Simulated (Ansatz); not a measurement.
Ta4N (slab)

Input

```
crystal:
  lattice:
    - [2.952588334, 0.0, 0.0]
    - [-1.476294167, 2.5570165042, 0.0]
    - [0.0, 0.0, 26.2323348389]
  atoms:
    - { symbol: Ta, position: [0.6666666667, 0.3333333333, 0.3240275809] }
    - { symbol: Ta, position: [0.3333333333, 0.6666666667, 0.415928599] }
    - { symbol: Ta, position: [0.0, 0.0, 0.5077378576] }
    - { symbol: Ta, position: [0.6666666667, 0.3333333333, 0.5991526892] }
    - { symbol: "N", position: [0.6666666667, 0.3333333333, 0.6914052476] }
basis:
  ecutwfc: 420
kpoints:
  mp_grid: { grid: [12, 12, 1] }
hamiltonian:
  xc: pbesol
scf:
  occupations: { method: gaussian, width: 0.1 }
output:
  forces: true
  eigenvalues: true
  write_density: true
  write_potential: true
  elf: true
  volumetric_format: npy
relax:
  adjacent_minimum: "off"
  f_tol: 0.03
  max_steps: 70
  constraints: [{ sites: [0, 1] }]
efield:
  axis: 3
  dipole_correction: true
  ramp_width: 0.04
```

Launched as:

```sh
ansatz run input.yaml --threads 2 --pin off --max-ram 5120MiB --backend cpu --events-out ev --progress --plain --runs-dir out
```

The fields are those of the run's last geometry, not of the input's.

Computed without spin polarisation.

Theory: DFT PBEsol, scalar-relativistic, plane waves, PAW in Ansatz 0.2.0.

Q: What can the converged valence pseudo-density and electron localisation function tell about the bonding?

A: Ta–N (1.75 Å): ρ is about 1.8 e/Å³ halfway; the ELF peaks at about 0.75 in the valence shell of N, 0.5 Å from its nucleus, and drops to about 0.40 between the two atoms.
Ta–Ta (2.91 Å): ρ is about 0.28 e/Å³ halfway; the ELF is about 0.25 at the midpoint (no localised pair shows between them).
Ta–Ta (2.95 Å): ρ at the midpoint is about 0.29 e/Å³; the ELF is about 0.35 at the midpoint.

Q: Does the calculation make it a metal, or give it a gap?

A: It is metallic or semimetallic at this level of theory: no gap opens.

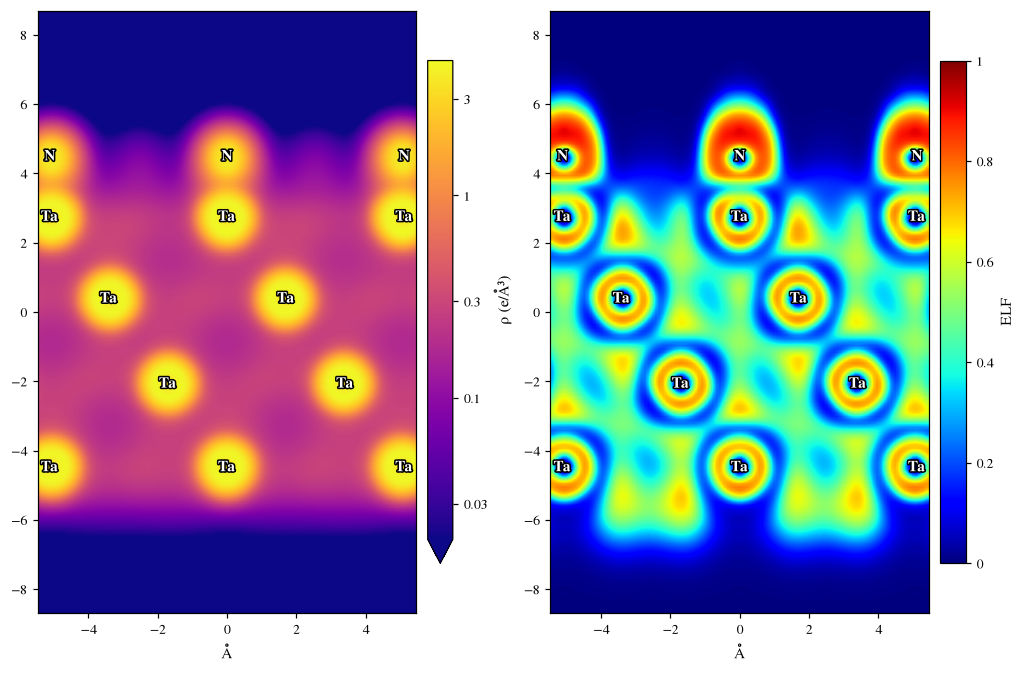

Computed valence pseudo-density and electron localisation function on the (110) plane of the calculation cell, a cut from vacuum to vacuum, in this order. 

In a PAW calculation such maps are meaningful between the atoms, not at the nuclei.
